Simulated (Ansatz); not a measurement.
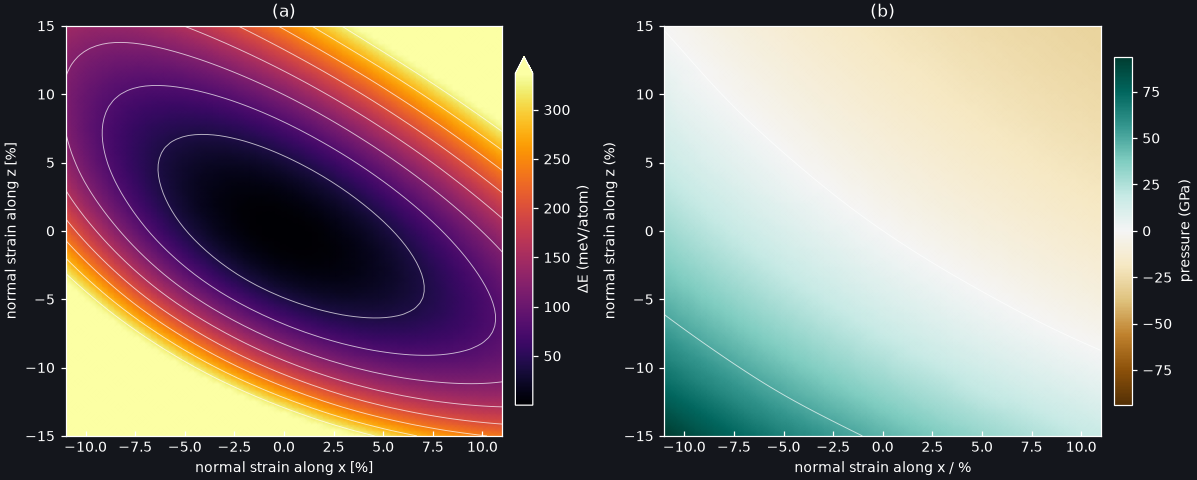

Ta (Im-3m, No. 229; 1 atom in the cell). The energy is mapped over two homogeneous strains (x, y and z along the cube axes). First axis: normal strain along x. Second axis: normal strain along z. Nothing is relaxed (symmetry fixes all fractional coordinates). Grid: 9 × 9 points. Points are written as (first, second). All energies are given in meV/atom relative to the lowest grid point. Method: DFT PBE, scalar-relativistic, plane waves, PAW in Ansatz. Settings: cutoff 420 eV, k-mesh 18×18×18, gaussian smearing 0.15 eV, no spin polarisation.

Panel (a) is the energy and panel (b) the computed pressure on the same grid.

Drawn: a smooth colour map with a few white contour lines, one colour for all values above the top of the scale. Between grid points the surface is interpolated.

> How does the pressure vary over the map, and what is it at the lowest grid point?

It runs from −29 GPa at (11.00 %, 15.00 %) to 94 GPa at (−11.00 %, −15.00 %). At the lowest grid point, (0.00 %, 0.00 %), it is 0 GPa.

| normal strain along z ↓, normal strain along x → | −11.00 | −8.25 | −5.50 | −2.75 | 0.00 | 2.75 | 5.50 | 8.25 | 11.00 |
| --- | --- | --- | --- | --- | --- | --- | --- | --- | --- |
| 15.00 | −1 | −7 | −12 | −16 | −20 | −23 | −25 | −27 | −29 |
| 11.25 | 5 | −2 | −7 | −12 | −16 | −20 | −22 | −25 | −27 |
| 7.50 | 12 | 4 | −2 | −7 | −12 | −16 | −19 | −22 | −24 |
| 3.75 | 20 | 12 | 5 | −1 | −6 | −11 | −15 | −18 | −20 |
| 0.00 | 30 | 21 | 13 | 6 | 0 | −5 | −9 | −13 | −16 |
| −3.75 | 41 | 31 | 22 | 15 | 8 | 3 | −2 | −6 | −10 |
| −7.50 | 55 | 44 | 34 | 26 | 18 | 12 | 6 | 1 | −3 |
| −11.25 | 73 | 60 | 49 | 39 | 31 | 23 | 17 | 11 | 6 |
| −15.00 | 94 | 79 | 67 | 56 | 47 | 38 | 31 | 24 | 18 |

PAW datasets: the set soft_1.
